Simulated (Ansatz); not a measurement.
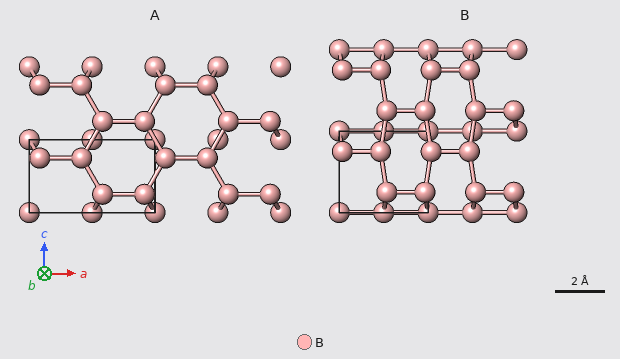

Two geometries of a crystal of B (a generated structure, set up in Pmma) (coarse preliminary run), drawn at one scale. One is the start of a relaxation, the other its converged end. The picture is a ball-and-stick view of the cell of the calculation, repeated 2 × 1 × 2 with one cell outlined, seen along the b axis.

The calculation used Ansatz, DFT PBE, scalar-relativistic, plane waves, PAW. (plane-wave cutoff 420 eV; k-point mesh 6 × 4 × 6; occupations gaussian; smearing width 0.1 eV; no spin polarisation; cell and atoms relaxed; force threshold 0.04 eV/Å; at most 70 steps)

Question: Which one is relaxed?

Answer: Structure A is the relaxed one. The largest moves relative to the cell, 0.25 Å, are those of B atoms. The drawn cell changes as follows: a 3.697 → 5.234 Å (+41.6 %), b 4.692 → 4.513 Å (−3.8 %), c 3.392 → 3.036 Å (−10.5 %); the volume changes by +21.9 %. Among the contacts that change: B–B 2.108 → 3.489 Å, B–B 1.849 → 2.617 Å, B–B 1.590 → 1.746 Å, B–B 1.715 → 1.610 Å. Bonds break: B–B (1.85 → 2.62 Å). Among the angles between lasting bonds that change: B–B–B 162.6° → 120.3°, B–B–B 98.7° → 120.0°, B–B–B 118.5° → 105.1°. The space group stays Pmma (No. 51). The energy falls by 645 meV per atom in 14 accepted moves (16 points after the start). The largest force component goes from 2.6 to 0.0073 eV/Å. The pressure goes from 30.02 to −0.06 GPa. At 2 points the geometry stayed and the basis and grid were re-selected for the new cell (energy shift of 32.0 meV per atom at most each time).
